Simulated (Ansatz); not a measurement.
# Single-point calculation of Ni (part 2 of 3)

The same run, continued: Ni (2 atoms in the cell); DFT, PBE0, PAW, plane waves, scalar-relativistic, spin-polarised (Ansatz 0.2.0); cutoff 420 eV, 4×6×5 k-mesh, Gaussian smearing of 0.05 eV, collinear spins. The structure derives from an entry of the Crystallography Open Database. It belongs to a series of runs on one base structure; here: moments ++ scaled by 1.4, plain SCF.

Geometry of the input (Å; fractional positions):
```
-1.7721  -3.5442  -1.7721
-1.7721  0.0000  -1.7721
1.7721  0.0000  -1.7721
Ni 0.0000  0.0000  0.0000
Ni 0.5000  0.0000  0.5000
```

**Output, continued**
```
SCF iter   1: F=—  HF=-11675.294399 eV  |F-HF|=—  |Δ(HF+E_count)|=         —  Δρ=3.54e-2 (↑3.54e-2 ↓1.37e-2)  dr2=3.23e-1  dr2_m=3.92e-2  M=1.389 μB ∫|m|=1.796 μB  β_m=0.30  ethr=7.13e-4  ⟨swp⟩=2.7  Hψ=8468  notcnv=0
preconditioner: auto → none  [insulator: Δε(μ)=0.097 eV  Ē_g=15.749 eV  σ=0.050 eV  W_gap=0.83  n_scr=6 (ndim 8)  ℏωp=35.2 eV  f_vac=0.000  D(μ)=0.30/eV (n_scr^D=0)]
SCF iter   2: F=—  HF=-11675.255469 eV  |F-HF|=—  |Δ(HF+E_count)|=   3.89e-2  Δρ=1.77e-2 (↑1.10e-2 ↓1.77e-2)  dr2=5.14e-2  dr2_m=3.94e-2  M=1.449 μB ∫|m|=1.850 μB  β_m=0.33  ethr=7.13e-4  ⟨swp⟩=3.0  Hψ=4731  notcnv=0
SCF iter   3: F=—  HF=-11675.253128 eV  |F-HF|=—  |Δ(HF+E_count)|=   2.34e-3  Δρ=1.23e-2 (↑1.23e-2 ↓8.19e-3)  dr2=5.19e-2  dr2_m=1.87e-2  M=1.442 μB ∫|m|=1.853 μB  β_m=0.58  ethr=1.01e-5  ⟨swp⟩=3.7  Hψ=5836  notcnv=0
SCF iter   4: F=—  HF=-11675.255067 eV  |F-HF|=—  |Δ(HF+E_count)|=   1.94e-3  Δρ=1.87e-3 (↑2.43e-4 ↓1.87e-3)  dr2=4.54e-2  dr2_m=1.55e-4  M=1.449 μB ∫|m|=1.887 μB  β_m=0.67  ethr=1.01e-5  ⟨swp⟩=2.9  Hψ=4443  notcnv=0
SCF iter   5: F=—  HF=-11675.254990 eV  |F-HF|=—  |Δ(HF+E_count)|=   7.63e-5  Δρ=6.14e-4 (↑1.00e-4 ↓6.14e-4)  dr2=4.62e-2  dr2_m=2.47e-5  M=1.448 μB ∫|m|=1.888 μB  β_m=0.68  ethr=1.55e-6  ⟨swp⟩=2.1  Hψ=3630  notcnv=0
SCF iter   6: F=—  HF=-11675.254989 eV  |F-HF|=—  |Δ(HF+E_count)|=   1.58e-6  Δρ=1.13e-4 (↑4.71e-5 ↓1.13e-4)  dr2=6.19e-7  dr2_m=1.14e-6  M=1.448 μB ∫|m|=1.889 μB  β_m=0.84  ethr=9.56e-8  ⟨swp⟩=2.9  Hψ=4299  notcnv=0
SCF iter   7: F=-11675.254989 eV  HF=-11675.254989 eV  |F-HF|=2.97e-9  |Δ(HF+E_count)|=   1.84e-7  Δρ=8.61e-6 (↑8.48e-6 ↓8.61e-6)  dr2=1.08e-9  dr2_m=1.42e-8  M=1.448 μB ∫|m|=1.889 μB  ethr=1.72e-9  ⟨swp⟩=4.0  Hψ=6175  notcnv=0
SCF 2 converged in 7 iterations: F = -11675.254989 eV  dr2 = 1.08e-9
[... from here on the iterations of each SCF are left out, up to the last one ...]
hybrid outer 1: dexx = +1.154e-1 eV, tail = 2.96e-1 eV
Exchange kernel: α = 0.2500, full range, Wigner–Seitz truncation, v(0) = 6605.6164 eV·Å³, q-mesh 4×6×5, nearest image of the exchange supercell L = 12.53 Å, pair-density grid 18×12×12, without the augmentation charges, whose exchange is taken in its separable form by FFT convolution over the k-point mesh (sized by [...]
Frozen-core exchange: fock
preconditioner: auto → none  [insulator: Δε(μ)=0.116 eV  Ē_g=15.709 eV  σ=0.050 eV  W_gap=0.53  n_scr=6 (ndim 8)  ℏωp=35.2 eV  f_vac=0.000  D(μ)=0.44/eV (n_scr^D=2)]
SCF 3 converged in 7 iterations: F = -11675.420443 eV  dr2 = 1.10e-10
  Residual-converged pass: ⟨swp⟩=2.0  Hψ=3208  notcnv=0  max |occ|·‖R‖ = 2.4e-6 eV (tolerance 2.4e-6 eV)  dr2=1.10e-10  dr2_m=3.90e-10  dr2_onsite=3.29e-10  max |Δocc| = 1.4e-13
hybrid outer 2: dexx = +3.281e-2 eV, tail = 1.49e-1 eV, magnetization grown 1.0734 times (not accepted), Δε = 7.91e-1 eV (about 1.24e0 eV left of the loop's levels)
Exchange kernel: α = 0.2500, full range, Wigner–Seitz truncation, v(0) = 6605.6164 eV·Å³, q-mesh 4×6×5, nearest image of the exchange supercell L = 12.53 Å, pair-density grid 18×12×12, without the augmentation charges, whose exchange is taken in its separable form by FFT convolution over the k-point mesh (sized by [...]
Frozen-core exchange: fock
preconditioner: auto → none  [insulator: Δε(μ)=0.228 eV  Ē_g=15.724 eV  σ=0.050 eV  W_gap=1.00  n_scr=6 (ndim 8)  ℏωp=35.2 eV  f_vac=0.000  D(μ)=0.00/eV (n_scr^D=0)]
SCF 4 converged in 6 iterations: F = -11675.473766 eV  dr2 = 2.07e-10
  Residual-converged pass: ⟨swp⟩=2.4  Hψ=3343  notcnv=0  max |occ|·‖R‖ = 2.4e-6 eV (tolerance 2.4e-6 eV)  dr2=2.13e-10  dr2_m=1.47e-10  dr2_onsite=4.48e-10  max |Δocc| = 8.7e-14
hybrid outer 3: dexx = +1.030e-2 eV, tail = 2.03e-2 eV, magnetization grown 1.0338 times (not accepted), Δε = 4.45e-1 eV (about 4.23e-1 eV left of the loop's levels), ΔF = 1.26e-29 eV/Å (tail 1.09e-28)
Exchange kernel: α = 0.2500, full range, Wigner–Seitz truncation, v(0) = 6605.6164 eV·Å³, q-mesh 4×6×5, nearest image of the exchange supercell L = 12.53 Å, pair-density grid 18×12×12, without the augmentation charges, whose exchange is taken in its separable form by FFT convolution over the k-point mesh (sized by [...]
Frozen-core exchange: fock
preconditioner: auto → none  [insulator: Δε(μ)=0.129 eV  Ē_g=15.746 eV  σ=0.050 eV  W_gap=0.93  n_scr=6 (ndim 8)  ℏωp=35.2 eV  f_vac=0.000  D(μ)=0.12/eV (n_scr^D=0)]
SCF 5 converged in 5 iterations: F = -11675.487838 eV  dr2 = 1.08e-10
  Residual-converged pass: ⟨swp⟩=1.9  Hψ=2379  notcnv=0  max |occ|·‖R‖ = 2.4e-6 eV (tolerance 2.4e-6 eV)  dr2=1.08e-10  dr2_m=5.39e-10  dr2_onsite=6.12e-10  max |Δocc| = 1.9e-13
hybrid outer 4: dexx = +1.990e-3 eV, tail = 5.39e-3 eV, magnetization grown 1.0136 times (not accepted), Δε = 2.01e-1 eV (about 2.28e-1 eV left of the loop's levels), ΔF = 1.26e-29 eV/Å (tail 1.29e-28)
Exchange kernel: α = 0.2500, full range, Wigner–Seitz truncation, v(0) = 6605.6164 eV·Å³, q-mesh 4×6×5, nearest image of the exchange supercell L = 12.53 Å, pair-density grid 18×12×12, without the augmentation charges, whose exchange is taken in its separable form by FFT convolution over the k-point mesh (sized by [...]
Frozen-core exchange: fock
preconditioner: auto → none  [metal: Δε(μ)=0.037 eV  Ē_g=15.757 eV  σ=0.050 eV  W_gap=0.38  n_scr=6 (ndim 8)  ℏωp=35.2 eV  f_vac=0.000  D(μ)=0.52/eV (n_scr^D=2)]
SCF 6 converged in 5 iterations: F = -11675.491080 eV  dr2 = 7.26e-11
  Residual-converged pass: ⟨swp⟩=2.3  Hψ=2882  notcnv=0  max |occ|·‖R‖ = 2.4e-6 eV (tolerance 2.4e-6 eV)  dr2=7.25e-11  dr2_m=1.92e-10  dr2_onsite=1.93e-10  max |Δocc| = 2.7e-12
hybrid outer 5: dexx = +1.840e-3 eV, tail = 3.02e-2 eV, magnetization grown 1.0108 times (not accepted), Δε = 5.15e-2 eV (about 2.21e-1 eV left of the loop's levels), ΔF = 1.26e-29 eV/Å (tail 3.28e-28)
Exchange kernel: α = 0.2500, full range, Wigner–Seitz truncation, v(0) = 6605.6164 eV·Å³, q-mesh 4×6×5, nearest image of the exchange supercell L = 12.53 Å, pair-density grid 18×12×12, without the augmentation charges, whose exchange is taken in its separable form by FFT convolution over the k-point mesh (sized by [...]
Frozen-core exchange: fock
preconditioner: auto → none  [insulator: Δε(μ)=0.116 eV  Ē_g=15.755 eV  σ=0.050 eV  W_gap=0.69  n_scr=6 (ndim 8)  ℏωp=35.2 eV  f_vac=0.000  D(μ)=0.63/eV (n_scr^D=2)]
SCF 7 converged in 5 iterations: F = -11675.497055 eV  dr2 = 2.45e-9
  Residual-converged pass: ⟨swp⟩=4.0  Hψ=5817  notcnv=0  max |occ|·‖R‖ = 2.4e-6 eV (tolerance 2.4e-6 eV)  dr2=2.00e-9  dr2_m=1.81e-9  dr2_onsite=5.76e-9  max |Δocc| = 3.0e-9
hybrid outer 6: dexx = +8.696e-3 eV, tail = inf eV, first dr2_mag = 1.56e-3 eV (risen), magnetization grown 1.0178 times (not accepted), Δε = 2.59e-1 eV (about 1.20e0 eV left of the loop's levels), ΔF = 1.26e-29 eV/Å (tail inf)
Exchange kernel: α = 0.2500, full range, Wigner–Seitz truncation, v(0) = 6605.6164 eV·Å³, q-mesh 4×6×5, nearest image of the exchange supercell L = 12.53 Å, pair-density grid 18×12×12, without the augmentation charges, whose exchange is taken in its separable form by FFT convolution over the k-point mesh (sized by [...]
Frozen-core exchange: fock
preconditioner: auto → none  [insulator: Δε(μ)=0.190 eV  Ē_g=15.796 eV  σ=0.050 eV  W_gap=0.60  n_scr=6 (ndim 8)  ℏωp=35.2 eV  f_vac=0.000  D(μ)=0.76/eV (n_scr^D=2)]
SCF 8 converged in 6 iterations: F = -11675.511134 eV  dr2 = 6.37e-11
  Residual-converged pass: ⟨swp⟩=2.0  Hψ=2492  notcnv=0  max |occ|·‖R‖ = 2.4e-6 eV (tolerance 2.4e-6 eV)  dr2=6.40e-11  dr2_m=1.65e-10  dr2_onsite=2.22e-10  max |Δocc| = 4.2e-13
hybrid outer 7: dexx = +9.504e-3 eV, tail = inf eV, first dr2_mag = 2.26e-3 eV (risen), magnetization grown 1.0202 times (not accepted), Δε = 3.61e-1 eV (about 7.16e1 eV left of the loop's levels), ΔF = 1.26e-29 eV/Å (tail inf)
Exchange kernel: α = 0.2500, full range, Wigner–Seitz truncation, v(0) = 6605.6164 eV·Å³, q-mesh 4×6×5, nearest image of the exchange supercell L = 12.53 Å, pair-density grid 18×12×12, without the augmentation charges, whose exchange is taken in its separable form by FFT convolution over the k-point mesh (sized by [...]
Frozen-core exchange: fock
preconditioner: auto → none  [insulator: Δε(μ)=0.063 eV  Ē_g=15.790 eV  σ=0.050 eV  W_gap=0.61  n_scr=6 (ndim 8)  ℏωp=35.2 eV  f_vac=0.000  D(μ)=0.67/eV (n_scr^D=2)]
SCF 9 converged in 6 iterations: F = -11675.525967 eV  dr2 = 1.30e-10
  Residual-converged pass: ⟨swp⟩=1.4  Hψ=2163  notcnv=0  max |occ|·‖R‖ = 2.4e-6 eV (tolerance 2.4e-6 eV)  dr2=1.30e-10  dr2_m=1.29e-10  dr2_onsite=2.46e-10  max |Δocc| = 3.4e-13
hybrid outer 8: dexx = +1.636e-2 eV, tail = inf eV, first dr2_mag = 3.61e-3 eV (risen), magnetization grown 1.0264 times (not accepted), Δε = 4.47e-1 eV (about 8.87e1 eV left of the loop's levels), ΔF = 1.26e-29 eV/Å (tail inf)
Exchange kernel: α = 0.2500, full range, Wigner–Seitz truncation, v(0) = 6605.6164 eV·Å³, q-mesh 4×6×5, nearest image of the exchange supercell L = 12.53 Å, pair-density grid 18×12×12, without the augmentation charges, whose exchange is taken in its separable form by FFT convolution over the k-point mesh (sized by [...]
Frozen-core exchange: fock
preconditioner: auto → none  [insulator: Δε(μ)=0.160 eV  Ē_g=15.821 eV  σ=0.050 eV  W_gap=0.50  n_scr=6 (ndim 8)  ℏωp=35.2 eV  f_vac=0.000  D(μ)=0.19/eV (n_scr^D=0)]
SCF 10 converged in 9 iterations: F = -11675.549443 eV  dr2 = 2.87e-9
  Residual-converged pass: ⟨swp⟩=2.0  Hψ=2968  notcnv=0  max |occ|·‖R‖ = 1.9e-6 eV (tolerance 2.0e-6 eV)  dr2=2.87e-9  dr2_m=2.17e-9  dr2_onsite=2.36e-9  max |Δocc| = 3.0e-13
hybrid outer 9: dexx = +5.513e-3 eV, tail = inf eV, magnetization grown 1.0096 times (not accepted), Δε = 6.43e-1 eV (about 1.28e2 eV left of the loop's levels), ΔF = 1.26e-29 eV/Å (tail inf)
Exchange kernel: α = 0.2500, full range, Wigner–Seitz truncation, v(0) = 6605.6164 eV·Å³, q-mesh 4×6×5, nearest image of the exchange supercell L = 12.53 Å, pair-density grid 18×12×12, without the augmentation charges, whose exchange is taken in its separable form by FFT convolution over the k-point mesh (sized by [...]
Frozen-core exchange: fock
preconditioner: auto → none  [insulator: Δε(μ)=0.227 eV  Ē_g=15.830 eV  σ=0.050 eV  W_gap=0.85  n_scr=6 (ndim 8)  ℏωp=35.2 eV  f_vac=0.000  D(μ)=0.39/eV (n_scr^D=2)]
SCF 11 converged in 11 iterations: F = -11675.552633 eV  dr2 = 5.50e-9
  Residual-converged pass: ⟨swp⟩=2.1  Hψ=3191  notcnv=0  max |occ|·‖R‖ = 1.9e-6 eV (tolerance 2.0e-6 eV)  dr2=5.52e-9  dr2_m=6.10e-11  dr2_onsite=1.72e-9  max |Δocc| = 3.4e-13
hybrid outer 10: dexx = +3.301e-3 eV, tail = 3.59e-3 eV, magnetization grown 1.0021 times (not accepted), Δε = 2.58e-1 eV (about 3.82e-1 eV left of the loop's levels), ΔF = 1.26e-29 eV/Å (tail 8.43e-29)
Exchange kernel: α = 0.2500, full range, Wigner–Seitz truncation, v(0) = 6605.6164 eV·Å³, q-mesh 4×6×5, nearest image of the exchange supercell L = 12.53 Å, pair-density grid 18×12×12, without the augmentation charges, whose exchange is taken in its separable form by FFT convolution over the k-point mesh (sized by [...]
Frozen-core exchange: fock
preconditioner: auto → none  [insulator: Δε(μ)=0.118 eV  Ē_g=15.834 eV  σ=0.050 eV  W_gap=0.74  n_scr=6 (ndim 8)  ℏωp=35.2 eV  f_vac=0.000  D(μ)=0.31/eV (n_scr^D=0)]
SCF 12 converged in 12 iterations: F = -11675.552134 eV  dr2 = 2.24e-13
  Residual-converged pass: ⟨swp⟩=4.0  Hψ=6350  notcnv=0  max |occ|·‖R‖ = 1.0e-8 eV (tolerance 1.0e-8 eV)  dr2=1.86e-13  dr2_m=1.95e-13  dr2_onsite=2.20e-13  max |Δocc| = 2.8e-13
hybrid outer 11: dexx = +1.860e-3 eV, tail = inf eV, Δε = 1.45e-1 eV (no sum), ΔF = 4.47e-30 eV/Å (tail inf)
Exchange kernel: α = 0.2500, full range, Wigner–Seitz truncation, v(0) = 6605.6164 eV·Å³, q-mesh 4×6×5, nearest image of the exchange supercell L = 12.53 Å, pair-density grid 18×12×12, without the augmentation charges, whose exchange is taken in its separable form by FFT convolution over the k-point mesh (sized by [...]
Frozen-core exchange: fock
preconditioner: auto → none  [metal: Δε(μ)=0.011 eV  Ē_g=15.836 eV  σ=0.050 eV  W_gap=0.12  n_scr=6 (ndim 8)  ℏωp=35.2 eV  f_vac=0.000  D(μ)=0.56/eV (n_scr^D=2)]
SCF 13 converged in 8 iterations: F = -11675.556001 eV  dr2 = 3.27e-13
  Residual-converged pass: ⟨swp⟩=4.0  Hψ=6451  notcnv=0  max |occ|·‖R‖ = 9.6e-9 eV (tolerance 1.0e-8 eV)  dr2=4.25e-13  dr2_m=2.47e-13  dr2_onsite=9.16e-13  max |Δocc| = 2.4e-13
hybrid outer 12: dexx = +4.835e-3 eV, tail = inf eV, first dr2_mag = 1.41e-4 eV (risen), magnetization grown 1.0035 times (not accepted), Δε = 9.49e-2 eV (about 1.36e-1 eV left of the loop's levels), ΔF = 1.26e-29 eV/Å (tail inf)
Exchange kernel: α = 0.2500, full range, Wigner–Seitz truncation, v(0) = 6605.6164 eV·Å³, q-mesh 4×6×5, nearest image of the exchange supercell L = 12.53 Å, pair-density grid 18×12×12, without the augmentation charges, whose exchange is taken in its separable form by FFT convolution over the k-point mesh (sized by [...]
Frozen-core exchange: fock
preconditioner: auto → none  [insulator: Δε(μ)=0.349 eV  Ē_g=15.851 eV  σ=0.050 eV  W_gap=0.51  n_scr=6 (ndim 8)  ℏωp=35.2 eV  f_vac=0.000  D(μ)=0.63/eV (n_scr^D=2)]
SCF 14 converged in 6 iterations: F = -11675.561035 eV  dr2 = 1.35e-9
  Residual-converged pass: ⟨swp⟩=2.3  Hψ=3226  notcnv=0  max |occ|·‖R‖ = 1.9e-6 eV (tolerance 2.0e-6 eV)  dr2=1.34e-9  dr2_m=1.50e-10  dr2_onsite=6.64e-10  max |Δocc| = 7.2e-13
hybrid outer 13: dexx = +2.007e-4 eV, tail = inf eV, Δε = 2.04e-1 eV (about 1.15e0 eV left of the loop's levels), ΔF = 1.26e-29 eV/Å (tail inf)
Exchange kernel: α = 0.2500, full range, Wigner–Seitz truncation, v(0) = 6605.6164 eV·Å³, q-mesh 4×6×5, nearest image of the exchange supercell L = 12.53 Å, pair-density grid 18×12×12, without the augmentation charges, whose exchange is taken in its separable form by FFT convolution over the k-point mesh (sized by [...]
Frozen-core exchange: fock
preconditioner: auto → none  [insulator: Δε(μ)=0.068 eV  Ē_g=15.832 eV  σ=0.050 eV  W_gap=0.60  n_scr=6 (ndim 8)  ℏωp=35.2 eV  f_vac=0.000  D(μ)=0.50/eV (n_scr^D=2)]
SCF 15 converged in 6 iterations: F = -11675.561758 eV  dr2 = 1.63e-9
  Residual-converged pass: ⟨swp⟩=2.0  Hψ=3204  notcnv=0  max |occ|·‖R‖ = 1.9e-6 eV (tolerance 2.0e-6 eV)  dr2=1.63e-9  dr2_m=2.09e-10  dr2_onsite=6.21e-10  max |Δocc| = 4.7e-13
hybrid outer 14: dexx = +1.490e-3 eV, tail = inf eV, first dr2_mag = 1.74e-4 eV (risen), magnetization grown 1.0045 times (not accepted), Δε = 7.59e-2 eV (about 2.90e-1 eV left of the loop's levels), ΔF = 1.26e-29 eV/Å (tail inf)
Exchange kernel: α = 0.2500, full range, Wigner–Seitz truncation, v(0) = 6605.6164 eV·Å³, q-mesh 4×6×5, nearest image of the exchange supercell L = 12.53 Å, pair-density grid 18×12×12, without the augmentation charges, whose exchange is taken in its separable form by FFT convolution over the k-point mesh (sized by [...]
Frozen-core exchange: fock
preconditioner: auto → none  [insulator: Δε(μ)=0.152 eV  Ē_g=15.836 eV  σ=0.050 eV  W_gap=0.75  n_scr=6 (ndim 8)  ℏωp=35.2 eV  f_vac=0.000  D(μ)=0.30/eV (n_scr^D=0)]
SCF 16 stopped early in 4 iterations: F = -11675.563848 eV  dr2 = 5.32e-5
hybrid outer 15: dexx = +3.683e-4 eV, tail = inf eV, Δε = 2.87e-1 eV (about 5.71e1 eV left of the loop's levels)
Exchange kernel: α = 0.2500, full range, Wigner–Seitz truncation, v(0) = 6605.6164 eV·Å³, q-mesh 4×6×5, nearest image of the exchange supercell L = 12.53 Å, pair-density grid 18×12×12, without the augmentation charges, whose exchange is taken in its separable form by FFT convolution over the k-point mesh (sized by [...]
Frozen-core exchange: fock
preconditioner: auto → none  [insulator: Δε(μ)=0.257 eV  Ē_g=15.838 eV  σ=0.050 eV  W_gap=0.75  n_scr=6 (ndim 8)  ℏωp=35.2 eV  f_vac=0.000  D(μ)=0.30/eV (n_scr^D=0)]
SCF 17 converged in 25 iterations: F = -11675.564130 eV  dr2 = 3.80e-9
  Residual-converged pass: ⟨swp⟩=1.8  Hψ=2218  notcnv=0  max |occ|·‖R‖ = 2.0e-6 eV (tolerance 2.0e-6 eV)  dr2=3.80e-9  dr2_m=1.09e-9  dr2_onsite=1.27e-9  max |Δocc| = 1.3e-13
hybrid outer 16: dexx = +1.401e-3 eV, tail = 9.03e-5 eV, Δε = 6.58e-2 eV (about 8.62e-2 eV left of the loop's levels)
Exchange kernel: α = 0.2500, full range, Wigner–Seitz truncation, v(0) = 6605.6164 eV·Å³, q-mesh 4×6×5, nearest image of the exchange supercell L = 12.53 Å, pair-density grid 18×12×12, without the augmentation charges, whose exchange is taken in its separable form by FFT convolution over the k-point mesh (sized by [...]
Frozen-core exchange: fock
preconditioner: auto → none  [insulator: Δε(μ)=0.272 eV  Ē_g=15.839 eV  σ=0.050 eV  W_gap=0.75  n_scr=6 (ndim 8)  ℏωp=35.2 eV  f_vac=0.000  D(μ)=0.30/eV (n_scr^D=0)]
SCF 18 converged in 8 iterations: F = -11675.564091 eV  dr2 = 3.61e-10
  Residual-converged pass: ⟨swp⟩=2.8  Hψ=3904  notcnv=0  max |occ|·‖R‖ = 1.3e-6 eV (tolerance 1.3e-6 eV)  dr2=3.66e-10  dr2_m=4.33e-10  dr2_onsite=4.95e-10  max |Δocc| = 3.0e-14
hybrid outer 17: dexx = +3.742e-5 eV, tail = 3.65e-7 eV, Δε = 1.06e-2 eV (about 2.75e-3 eV left of the loop's levels), ΔF = 1.26e-29 eV/Å (tail 3.29e-30)
Exchange kernel: α = 0.2500, full range, Wigner–Seitz truncation, v(0) = 6605.6164 eV·Å³, q-mesh 4×6×5, nearest image of the exchange supercell L = 12.53 Å, pair-density grid 18×12×12, without the augmentation charges, whose exchange is taken in its separable form by FFT convolution over the k-point mesh (sized by [...]
Frozen-core exchange: fock
SCF iter   1: F=—  HF=-11675.564091 eV  |F-HF|=—  |Δ(HF+E_count)|=         —  Δρ=2.76e-6 (↑1.20e-6 ↓2.76e-6)  dr2=3.87e-10  dr2_m=6.76e-10  M=1.717 μB ∫|m|=2.372 μB  β_m=0.30  ethr=1.13e-10  ⟨swp⟩=5.1  Hψ=5036  notcnv=0
preconditioner: auto → none  [insulator: Δε(μ)=0.270 eV  Ē_g=15.839 eV  σ=0.050 eV  W_gap=0.75  n_scr=6 (ndim 8)  ℏωp=35.2 eV  f_vac=0.000  D(μ)=0.30/eV (n_scr^D=0)]
SCF iter   2: F=-11675.564091 eV  HF=-11675.564091 eV  |F-HF|=1.07e-10  |Δ(HF+E_count)|=  3.13e-10  Δρ=2.30e-6 (↑8.88e-7 ↓2.30e-6)  dr2=1.41e-10  dr2_m=4.86e-10  M=1.717 μB ∫|m|=2.372 μB  ethr=1.40e-12 (applied; sched 1.00e-12)  ⟨swp⟩=3.5  Hψ=4640  notcnv=0
SCF 19 converged in 2 iterations: F = -11675.564091 eV  dr2 = 1.41e-10
  Residual-converged pass: ⟨swp⟩=2.2  Hψ=3357  notcnv=0  max |occ|·‖R‖ = 1.3e-6 eV (tolerance 1.3e-6 eV)  dr2=1.40e-10  dr2_m=4.87e-10  dr2_onsite=4.46e-10  max |Δocc| = 9.9e-16
```

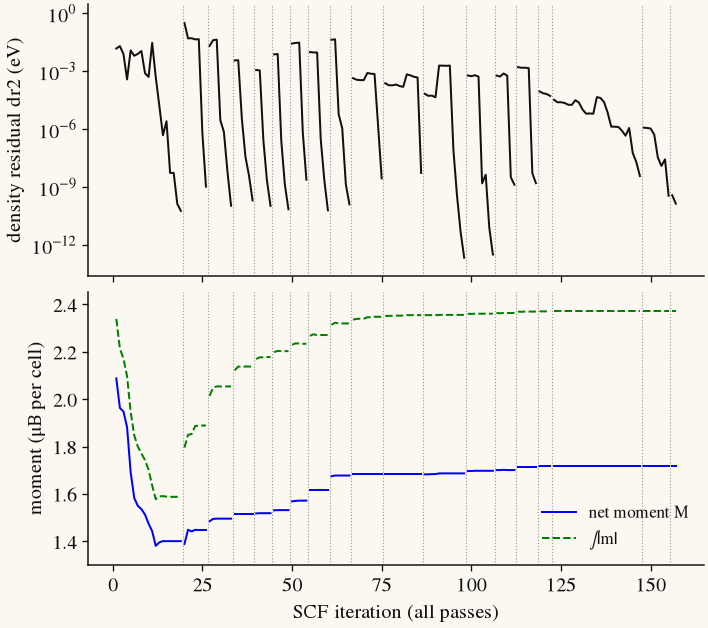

*Convergence of the self-consistent field: density residual dr2 and magnetic moment against the SCF iteration. The run starts with a semilocal functional; after that each stretch between dotted lines is one SCF of the hybrid functional between two exact rebuilds of the exchange operator by the outer loop. Early passes are stopped at a loose threshold.*

The 19 passes take 2 to 25 iterations each, 157 in all. The net moment goes from 2.1 to 1.7 μB per cell.

```
hybrid outer 18: dexx = +3.647e-10 eV, tail = 6.48e-9 eV, Δε = 4.54e-5 eV (about 2.17e-4 eV left of the loop's levels), ΔF = 2.52e-29 eV/Å (tail 1.62e-29)
the last iteration of the SCF fills more bands at one k-point than at another: 18 at σ=↑ k=8 and 20 at σ=↑ k=9; 14 at σ=↓ k=41 and 20 at σ=↓ k=30 (a band counts as filled where it holds over half of its capacity, the bands of one level by their mean; [...]
this state was not tested for a lower state beside it, because the functional holds exact exchange (a hybrid, or Hartree-Fock), whose exchange loop this test does not read (fock_operator); [...]
hybrid SCF converged: 18 outer / 138 inner (+19 warm-up), last move |dexx| = 3.65e-10 eV, tail = 6.48e-9 eV
Magnetization: 1.7167 μB (18.8583 up, 17.1417 down)
Absolute magnetization: 2.3737 μB (∫|ρ↑−ρ↓|, with the PAW one-centre terms)
Spin contamination: 0.1283 ħ² per cell (⟨S²⟩ above its minimum at these occupations)
Per-site moments (μB) at R_I (Å): [(0.9766610948939046, 1.0337777397260617), (0.9766610948939037, 1.0337777397260617)]
Free energy (F): -11675.564091 eV
Frozen-core exchange: fock
```
